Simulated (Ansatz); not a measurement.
# Geometry relaxation, with input and output: TaN (part 1 of 2)

The run: geometry relaxation of TaN (slab, 6 atoms in the cell). Method and program: DFT r2SCAN, scalar-relativistic, plane waves, PAW, no spin polarisation (Ansatz 0.2.0).

The structure derives from an entry of the Crystallography Open Database. The input holds or restrains some coordinates. Forces given for the steps count only the free coordinates. It belongs to a series of runs on one base structure; here: clean slab, lower half held. Figures and captions count atoms from 1; the log counts them from 0 in places.

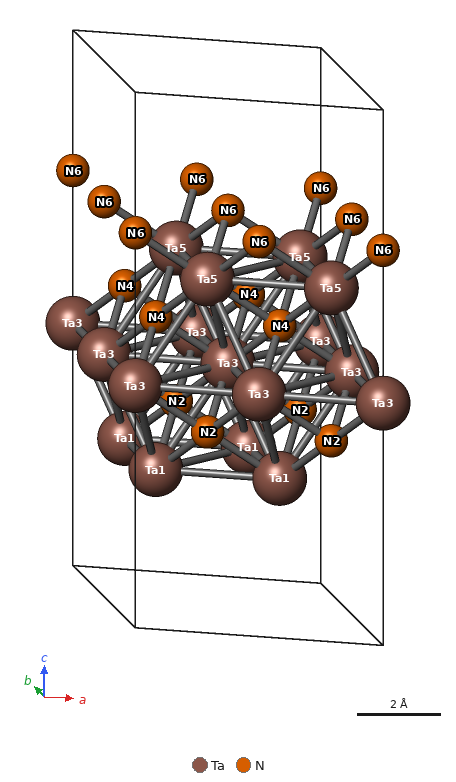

Figure 1. The starting structure (ball-and-stick view of the 2 × 2 repeat of the cell, with the vacuum cut short, seen slightly off an axis; atoms are numbered from 1 in the order of the input). An atom can appear more than once, as a periodic image.

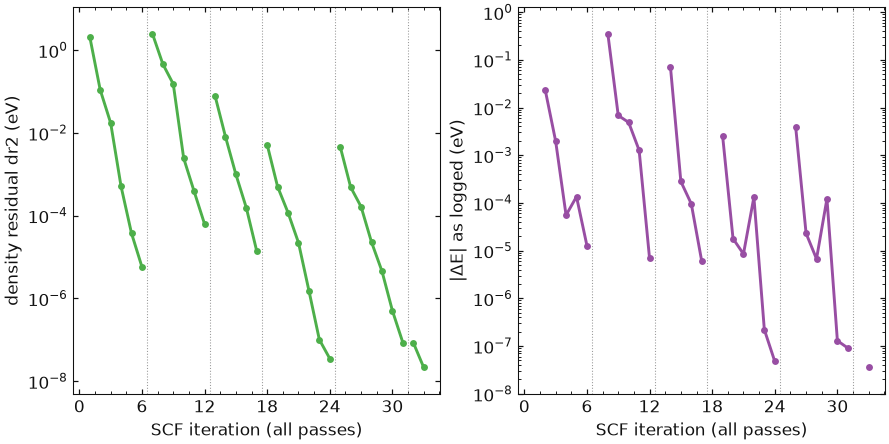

Figure 2. Convergence of the self-consistent field: density residual dr2 and size of the energy change against the SCF iteration. Dotted lines part the SCF passes that the log prints in full.

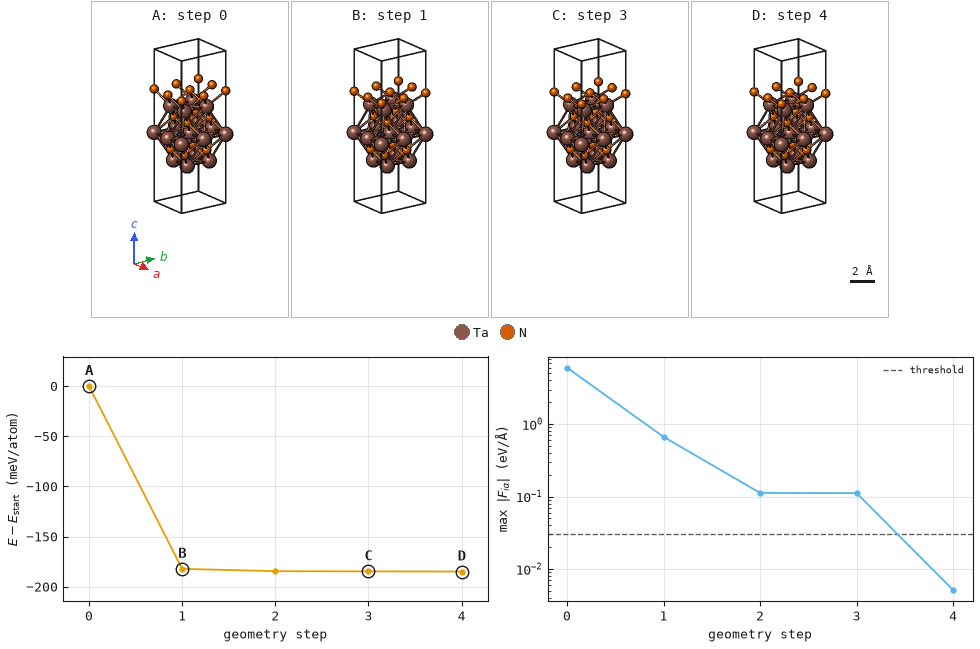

Figure 3. Frames of the restrained relaxation (ball-and-stick view of the 2 × 2 repeat of the cell, with the vacuum cut short, seen slightly off an axis) above the curves, on which the letters mark them (the first geometry is step 0 here and step 1 in the log).

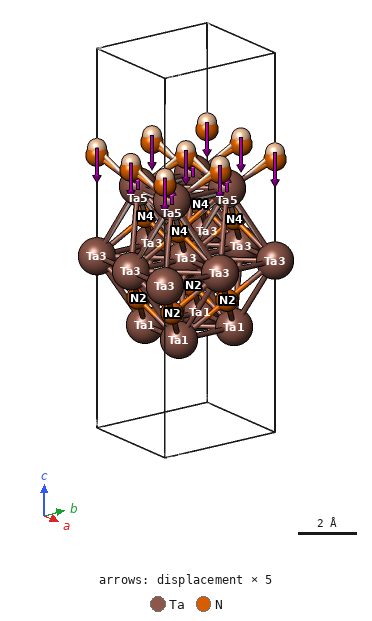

Figure 4. Start (faint) and end (solid) with the displacements as pink arrows, magnified 5 times (ball-and-stick view of the 2 × 2 repeat of the cell, with the vacuum cut short, seen slightly off an axis). The atom that moves furthest is N6 (0.25 Å). By element the largest moves are N 0.25 Å, Ta 0.13 Å. The cell doesn't change. Among the contacts that change: Ta5–N6 2.198 → 2.005 Å, Ta3–Ta5 3.109 → 3.212 Å, N4–Ta5 2.198 → 2.268 Å. Among the angles that change: Ta5–N6–Ta5 90.0° → 101.7°, Ta5–N4–Ta5 90.0° → 86.5°, Ta3–N4–Ta5 180.0° → 177.8°. Over 4 geometry steps the energy falls by 185 meV per atom. The largest force component goes from 6 to 0.0051 eV/Å. (Atoms are counted from 1 in the order of the input.)

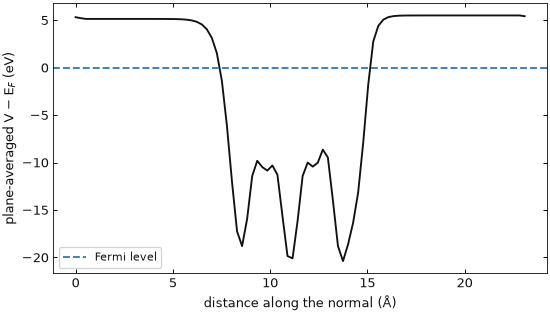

Figure 5. Plane average of the electrostatic potential energy of an electron across the cell, from the Fermi level. The vacuum level lies 5.50 eV above the Fermi level on the upper side and 5.14 eV on the lower.

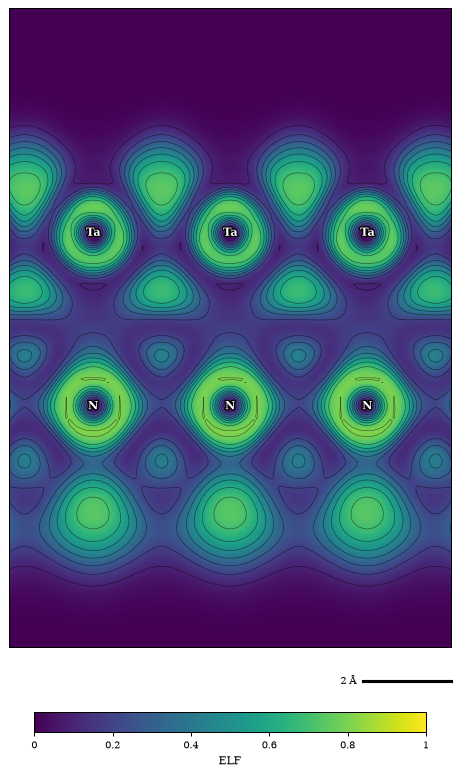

Figure 6. Electron localisation function on the (100) plane of the calculation cell, a cut from vacuum to vacuum. Ta–Ta (3.11 Å): the ELF is about 0.30 at the midpoint (no shared electron pair). The strong features right at Ta lie inside the PAW spheres (semicore, d or f shells) and say nothing about bonding. In a PAW calculation such maps are meaningful between the atoms, not at the nuclei.

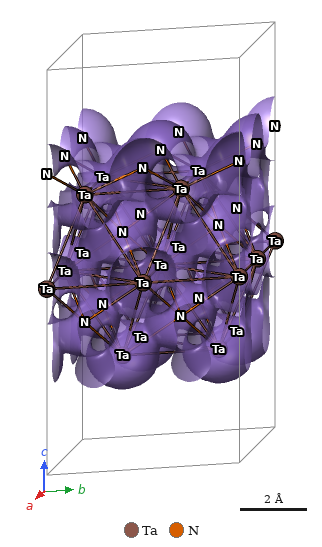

Figure 7. Isosurface of the valence charge density (pseudo) at 0.4 e/Å³ (purple), seen slightly off an axis. Sticks mark near contacts. At this value the density is joined into sheets; it holds about 85 % of the electrons treated as valence (semicore included). It is pinched off along the Ta–Ta (3.11 Å) contacts. On the grid the lowest density along these lines, outside the cores, is 0.9 e/Å³ (Ta–N, 2.00 Å), 0.24 e/Å³ (Ta–Ta, 3.11 Å), 0.55 e/Å³ (Ta–N, 2.20 Å) and 0.47 e/Å³ (Ta–N, 2.27 Å).

These pictures come from the run below.

**Input file**
```yaml
crystal:
  lattice:
    - [3.1088180366, 0.0, 0.0]
    - [-1.5544090183, 2.6923153955, 0.0]
    - [0.0, 0.0, 23.3458482441]
  atoms:
    - { symbol: Ta, position: [0.3333333333, 0.6666666667, 0.3640904332] }
    - { symbol: "N", position: [0.6666666667, 0.3333333333, 0.4184542599] }
    - { symbol: Ta, position: [0.0, 0.0, 0.4728180866] }
    - { symbol: "N", position: [0.3333333333, 0.6666666667, 0.5271819134] }
    - { symbol: Ta, position: [0.6666666667, 0.3333333333, 0.5815457401] }
    - { symbol: "N", position: [0.0, 0.0, 0.6359095668] }
basis:
  ecutwfc: 500
kpoints:
  mp_grid: { grid: [9, 9, 1] }
hamiltonian:
  xc: r2scan
scf:
  occupations: { method: gaussian, width: 0.1 }
output:
  forces: true
  eigenvalues: true
  write_density: true
  write_potential: true
  elf: true
  volumetric_format: npy
relax:
  adjacent_minimum: "off"
  f_tol: 0.03
  max_steps: 70
  constraints: [{ sites: [0, 1, 2] }]
efield:
  axis: 3
  dipole_correction: true
  ramp_width: 0.04
```

Run as:
```bash
ansatz run input.yaml --threads 2 --pin off --max-ram 5120MiB --backend cpu --events-out ev --progress --plain --runs-dir out
```

**The program's output**
```
Engine: ansatz 0.2.0, aarch64-unknown-linux-gnu
Pseudopotentials: kind: paw
Pseudopotential: Ta, paw, valence charge 13, recommended cutoff 500 eV (meta_gga), Ta.paw.azcp
Pseudopotential: N, paw, valence charge 5, recommended cutoff 500 eV (meta_gga), N.paw.azcp
Functional definition: r2SCAN
  parameter k0 = 0.174
  parameter k1 = 0.065
  parameter a1 = 4.9479
  exchange = r2scan_x(k0 = k0, k1 = k1, a1 = a1)
  correlation = r2scan_c
Crystal: 6 atoms, lattice volume = 195.403 Å³
Basis set: ecut = 500 eV, 4957 PW (Γ), exchange–correlation on 96×96×720 points (64 copies of the dense FFT grid, shifted against one another)
Bands: 33, of which v1, the nominal top of the filled ones, is band 27 counted from 1 (26 counted from 0)
Symmetry: 6 space group operations
Space group: P3m1 (ITA 156), of the structure as read, at distance tolerance 5.8e-5 Å
k-points: 12 of 81 (time reversal used)
Non-local potential: Ta, projectors of the file, l = 0: 3, l = 1: 2, l = 2: 2, l = 3: 1
Non-local potential: N, projectors of the file, l = 0: 2, l = 1: 2, l = 2: 1
PAW form: soft (Blöchl's): semilocal exchange-correlation on the pseudo side does not see the compensation charge
PAW frozen core: Ta, regenerated for the run's functional (the file was generated under x = pbe(κ = 0.804, μ = 0.2195149727645171), c = pbe(β = 0.06672455060314922))
PAW frozen core: N, regenerated for the run's functional (the file was generated under x = pbe(κ = 0.804, μ = 0.2195149727645171), c = pbe(β = 0.06672455060314922))
PAW one-centre angular grid: Ta, 590 points (default); XC on 160 Gauss nodes
PAW one-centre angular grid: N, 302 points (default); XC on 160 Gauss nodes
Initial density: superposition of atomic densities (neutral atoms: chi_scale 0, normalization atom), corrected by the library's trained network
Initial wavefunctions: pseudopotential atomic-orbital guess
Functional: x = r2scan, c = r2scan; τ floored in thin density (d = 2e-4 eV/Å³)
SCF iter   1: F=—  HF=-30990.079502 eV  |F-HF|=—  |Δ(HF+E_count)|=         —  Δρ=1.07e-2  dr2=2.09e0  dr2_τ=3.32e-1  ethr=1.77e-3  p=-0.041 e·Å  D=-3.76e-2 V/Å  ΔV_dip=0.88 eV  dr2_dipole=8.63e-1  V_vac-E_F(+/−)=6.45/5.57 eV  ⟨swp⟩=8.8  Hψ=2168  notcnv=0
efield: sawtooth ramp at fractional position 0.9800 (placed from the atoms, in the widest stretch of the axis that holds none; the zero of the levels goes with the place), width 0.0400; the density the first Hamiltonian is built on has a dipole p = -0.041 e·Å; the dipole correction subtracts the counter field D = -3.76e-2 V/Å, which shifts the + side's vacuum level by +0.88 eV against the − side's; the planar-averaged density in the ramp window peaks in size at 1.9e-5 e/Å³
preconditioner: auto → LDOS  [insulator: Δε(μ)=0.103 eV  Ē_g=9.056 eV  σ=0.100 eV  W_gap=0.51  n_scr=16 (ndim 8)  ℏωp=14.5 eV  f_vac=0.581  D(μ)=3.56/eV (n_scr^D=12)  ε∞_Penn≈3.6  β→1.0]
SCF iter   2: F=—  HF=-30990.103008 eV  |F-HF|=—  |Δ(HF+E_count)|=   2.35e-2  Δρ=3.70e-3  dr2=1.09e-1  dr2_τ=1.15e-2  ethr=1.77e-3  p=-0.121 e·Å  D=-1.12e-1 V/Å  ΔV_dip=2.61 eV  dr2_dipole=1.67e-2  V_vac-E_F(+/−)=7.67/5.06 eV  ⟨swp⟩=2.4  Hψ=625  notcnv=0  defer=12
SCF iter   3: F=—  HF=-30990.104990 eV  |F-HF|=—  |Δ(HF+E_count)|=   1.98e-3  Δρ=1.45e-3  dr2=1.73e-2  dr2_τ=6.36e-4  ethr=2.02e-4  p=-0.112 e·Å  D=-1.04e-1 V/Å  ΔV_dip=2.42 eV  dr2_dipole=7.39e-3  V_vac-E_F(+/−)=7.58/5.15 eV  ⟨swp⟩=2.2  Hψ=650  notcnv=0  defer=12
SCF iter   4: F=—  HF=-30990.104935 eV  |F-HF|=—  |Δ(HF+E_count)|=   5.52e-5  Δρ=3.80e-4  dr2=5.03e-4  dr2_τ=5.86e-5  ethr=3.21e-5  p=-0.119 e·Å  D=-1.10e-1 V/Å  ΔV_dip=2.56 eV  dr2_dipole=1.82e-5  V_vac-E_F(+/−)=7.66/5.10 eV  ⟨swp⟩=2.2  Hψ=560  notcnv=0  defer=12
SCF iter   5: F=—  HF=-30990.105070 eV  |F-HF|=—  |Δ(HF+E_count)|=   1.35e-4  Δρ=1.11e-4  dr2=3.71e-5  dr2_τ=2.34e-6  ethr=9.32e-7  p=-0.117 e·Å  D=-1.09e-1 V/Å  ΔV_dip=2.54 eV  dr2_dipole=3.83e-6  V_vac-E_F(+/−)=7.64/5.10 eV  ⟨swp⟩=2.8  Hψ=795  notcnv=0  defer=12
SCF iter   6: F=-30990.105079 eV  HF=-30990.105083 eV  |F-HF|=3.51e-6  |Δ(HF+E_count)|=   1.27e-5  Δρ=3.33e-5  dr2=5.74e-6  dr2_τ=2.01e-7  ethr=4.17e-8  p=-0.118 e·Å  D=-1.09e-1 V/Å  ΔV_dip=2.54 eV  dr2_dipole=1.30e-6  V_vac-E_F(+/−)=7.64/5.10 eV  ⟨swp⟩=24.8  Hψ=5378  notcnv=0
SCF 1 converged in 6 iterations: F = -30990.105079 eV  dr2 = 5.74e-6
  greatest PAW one-centre occupation: 0.998 electrons in one spin orbital (limit 2), on the Ta atom at site 2 (counted from 0), in its partial waves of l = 0
relax step   1: F+E_penalty+E_count = -30990.10507945 eV  Δ(F+E_penalty+E_count) = +0.000e0 eV  max|allowed force component| = 6.017e0 eV/Å  Δτ_max = 0.0000 Å  (6 SCF iters, dr2 threshold 2.25e-5 eV, accepted)
Initial density: handed on by an earlier stage of this run
Initial wavefunctions: those handed on with the density
SCF iter   1: F=—  HF=-30990.840007 eV  |F-HF|=—  |Δ(HF+E_count)|=         —  Δρ=1.70e-2  dr2=2.50e0  dr2_τ=2.37e0  ethr=3.10e-3  p=-0.118 e·Å  D=-1.09e-1 V/Å  ΔV_dip=2.54 eV  dr2_dipole=9.82e-1  V_vac-E_F(+/−)=7.48/4.94 eV  ⟨swp⟩=6.3  Hψ=1486  notcnv=0  defer=7
efield: sawtooth ramp at fractional position 0.9800 (handed on by an earlier solve), width 0.0400; the density the first Hamiltonian is built on has a dipole p = -0.118 e·Å; the dipole correction subtracts the counter field D = -1.09e-1 V/Å, which shifts the + side's vacuum level by +2.54 eV against the − side's; the planar-averaged density in the ramp window peaks in size at 3.4e-6 e/Å³
preconditioner: auto → LDOS  [metal: Δε(μ)=0.060 eV  Ē_g=9.172 eV  σ=0.100 eV  W_gap=0.32  n_scr=16 (ndim 8)  ℏωp=14.5 eV  f_vac=0.584  D(μ)=5.63/eV (n_scr^D=16)  β→1.0]
SCF iter   2: F=—  HF=-30991.194653 eV  |F-HF|=—  |Δ(HF+E_count)|=   3.55e-1  Δρ=8.18e-3  dr2=4.59e-1  dr2_τ=1.69e-2  ethr=3.10e-3  p=-0.022 e·Å  D=-2.02e-2 V/Å  ΔV_dip=0.47 eV  dr2_dipole=1.10e-1  V_vac-E_F(+/−)=5.63/5.16 eV  ⟨swp⟩=2.4  Hψ=715  notcnv=0  defer=13
SCF iter   3: F=—  HF=-30991.201470 eV  |F-HF|=—  |Δ(HF+E_count)|=   6.82e-3  Δρ=2.53e-3  dr2=1.51e-1  dr2_τ=1.75e-3  ethr=8.50e-4  p=-0.033 e·Å  D=-3.05e-2 V/Å  ΔV_dip=0.71 eV  dr2_dipole=5.35e-2  V_vac-E_F(+/−)=5.86/5.15 eV  ⟨swp⟩=2.0  Hψ=597  notcnv=0  defer=13
SCF iter   4: F=—  HF=-30991.196614 eV  |F-HF|=—  |Δ(HF+E_count)|=   4.86e-3  Δρ=7.31e-4  dr2=2.42e-3  dr2_τ=1.14e-4  ethr=2.80e-4  p=-0.022 e·Å  D=-2.05e-2 V/Å  ΔV_dip=0.48 eV  dr2_dipole=2.93e-4  V_vac-E_F(+/−)=5.64/5.16 eV  ⟨swp⟩=1.8  Hψ=420  notcnv=0  defer=13
SCF iter   5: F=—  HF=-30991.197889 eV  |F-HF|=—  |Δ(HF+E_count)|=   1.27e-3  Δρ=3.70e-4  dr2=3.83e-4  dr2_τ=2.41e-5  ethr=4.48e-6  p=-0.025 e·Å  D=-2.31e-2 V/Å  ΔV_dip=0.54 eV  dr2_dipole=1.97e-5  V_vac-E_F(+/−)=5.69/5.15 eV  ⟨swp⟩=2.6  Hψ=778  notcnv=0  defer=13
SCF iter   6: F=-30991.197830 eV  HF=-30991.197895 eV  |F-HF|=6.58e-5  |Δ(HF+E_count)|=   6.89e-6  Δρ=9.32e-5  dr2=6.23e-5  dr2_τ=5.99e-6  ethr=1.85e-7  p=-0.026 e·Å  D=-2.43e-2 V/Å  ΔV_dip=0.57 eV  dr2_dipole=1.74e-5  V_vac-E_F(+/−)=5.72/5.15 eV  ⟨swp⟩=23.0  Hψ=5286  notcnv=0
SCF 2 converged in 6 iterations: F = -30991.197830 eV  dr2 = 6.23e-5
relax step   2: F+E_penalty+E_count = -30991.19782961 eV  Δ(F+E_penalty+E_count) = -1.093e0 eV  max|allowed force component| = 6.662e-1 eV/Å  Δτ_max = 0.1947 Å  (6 SCF iters, dr2 threshold 1.00e-4 eV, accepted)
iter 1 solved again at ethr=1.38e-4 eV; its pass at ethr=3.10e-3 eV (dr2=7.48e-2 eV) is discarded
SCF iter   1: F=—  HF=-30991.139696 eV  |F-HF|=—  |Δ(HF+E_count)|=         —  Δρ=4.46e-3  dr2=7.89e-2  dr2_τ=2.69e-1  ethr=1.38e-4  p=-0.026 e·Å  D=-2.43e-2 V/Å  ΔV_dip=0.57 eV  dr2_dipole=1.45e-3  V_vac-E_F(+/−)=5.75/5.18 eV  ⟨swp⟩=2.0  Hψ=1521  notcnv=0  defer=12
efield: sawtooth ramp at fractional position 0.9800 (handed on by an earlier solve), width 0.0400; the density the first Hamiltonian is built on has a dipole p = -0.026 e·Å; the dipole correction subtracts the counter field D = -2.43e-2 V/Å, which shifts the + side's vacuum level by +0.57 eV against the − side's; the planar-averaged density in the ramp window peaks in size at 3.1e-6 e/Å³
preconditioner: auto → LDOS  [metal: Δε(μ)=0.014 eV  Ē_g=9.215 eV  σ=0.100 eV  W_gap=0.08  n_scr=16 (ndim 8)  ℏωp=14.5 eV  f_vac=0.589  D(μ)=5.62/eV (n_scr^D=16)  β→1.0]
SCF iter   2: F=—  HF=-30991.211789 eV  |F-HF|=—  |Δ(HF+E_count)|=   7.21e-2  Δρ=2.39e-3  dr2=8.11e-3  dr2_τ=7.91e-4  ethr=1.38e-4  p=-0.017 e·Å  D=-1.58e-2 V/Å  ΔV_dip=0.37 eV  dr2_dipole=6.51e-5  V_vac-E_F(+/−)=5.50/5.13 eV  ⟨swp⟩=3.4  Hψ=810  notcnv=0  defer=12
SCF iter   3: F=—  HF=-30991.211508 eV  |F-HF|=—  |Δ(HF+E_count)|=   2.81e-4  Δρ=3.90e-4  dr2=9.90e-4  dr2_τ=7.61e-5  ethr=1.50e-5  p=-0.019 e·Å  D=-1.74e-2 V/Å  ΔV_dip=0.41 eV  dr2_dipole=1.27e-5  V_vac-E_F(+/−)=5.54/5.14 eV  ⟨swp⟩=2.9  Hψ=638  notcnv=0  defer=12
SCF iter   4: F=—  HF=-30991.211604 eV  |F-HF|=—  |Δ(HF+E_count)|=   9.56e-5  Δρ=1.32e-4  dr2=1.54e-4  dr2_τ=7.21e-7  ethr=1.83e-6  p=-0.018 e·Å  D=-1.68e-2 V/Å  ΔV_dip=0.39 eV  dr2_dipole=6.20e-6  V_vac-E_F(+/−)=5.53/5.14 eV  ⟨swp⟩=2.2  Hψ=574  notcnv=0  defer=12
SCF iter   5: F=-30991.211598 eV  HF=-30991.211610 eV  |F-HF|=1.18e-5  |Δ(HF+E_count)|=   5.99e-6  Δρ=3.53e-5  dr2=1.38e-5  dr2_τ=3.03e-7  ethr=5.14e-8  p=-0.018 e·Å  D=-1.65e-2 V/Å  ΔV_dip=0.39 eV  dr2_dipole=1.01e-6  V_vac-E_F(+/−)=5.52/5.14 eV  ⟨swp⟩=21.9  Hψ=4972  notcnv=0
SCF 3 converged in 5 iterations: F = -30991.211598 eV  dr2 = 1.38e-5
relax step   3: F+E_penalty+E_count = -30991.21159805 eV  Δ(F+E_penalty+E_count) = -1.377e-2 eV  max|allowed force component| = 1.122e-1 eV/Å  Δτ_max = 0.0802 Å  (5 SCF iters, dr2 threshold 2.77e-5 eV, accepted)
```
